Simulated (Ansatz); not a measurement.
MgI₂ (space group R3m, No. 160). Coordinates: the input geometry of an electronic-structure calculation (not necessarily at equilibrium); the starting structure was generated, so it need not be a known form of this composition.

```cif
data_structure
_symmetry_space_group_name_H-M 'P 1'
_symmetry_Int_Tables_number 1
_cell_length_a 4.0550
_cell_length_b 4.0550
_cell_length_c 21.7663
_cell_angle_alpha 90.000
_cell_angle_beta 90.000
_cell_angle_gamma 120.000
_cell_volume 309.95
loop_
_atom_site_label
_atom_site_type_symbol
_atom_site_fract_x
_atom_site_fract_y
_atom_site_fract_z
_atom_site_occupancy
Mg1 Mg 0.00000 0.00000 0.00001 1
I1 I 0.33333 0.66667 0.24875 1
I2 I 0.66667 0.33333 0.08458 1
Mg2 Mg 0.66667 0.33333 0.33334 1
I3 I 0.00000 0.00000 0.58208 1
I4 I 0.33333 0.66667 0.41791 1
Mg3 Mg 0.33333 0.66667 0.66668 1
I5 I 0.66667 0.33333 0.91541 1
I6 I 0.00000 0.00000 0.75124 1
```

Describe the stacking along c, with columns A (0, 0), B (1/3, 2/3), C (2/3, 1/3) of the hexagonal mesh.

Mg(A) – I(C) – I(B) – Mg(C) – I(B) – I(A) – Mg(B) – I(A) – I(C) (nine layers in 21.77 Å).

I layers alone: CBBAAC, a sequence in which some neighbouring layers lie directly above each other.

Mg: three trigonal-prismatic sites in each hexagonal cell. Three of the six gaps between I layers are empty, 3.57 Å wide.

Polytype symbol 3R, the symbol of a layered MX2 polytype (number of slabs in the repeat and lattice).

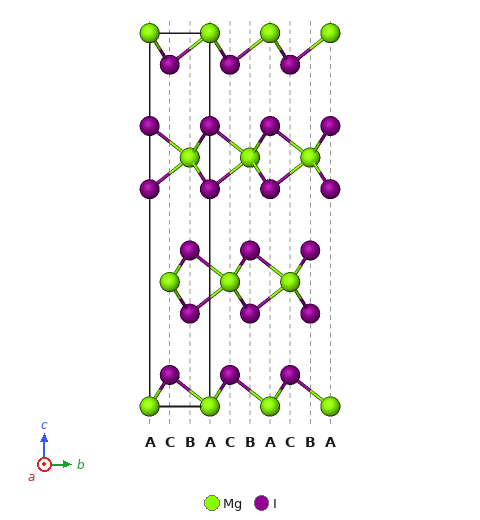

Projection along an edge of the hexagonal mesh, stacking direction c upwards. The dashed lines mark the three columns A (0, 0), B (1/3, 2/3) and C (2/3, 1/3). The sequence starts with the first layer at or above the cell's origin.
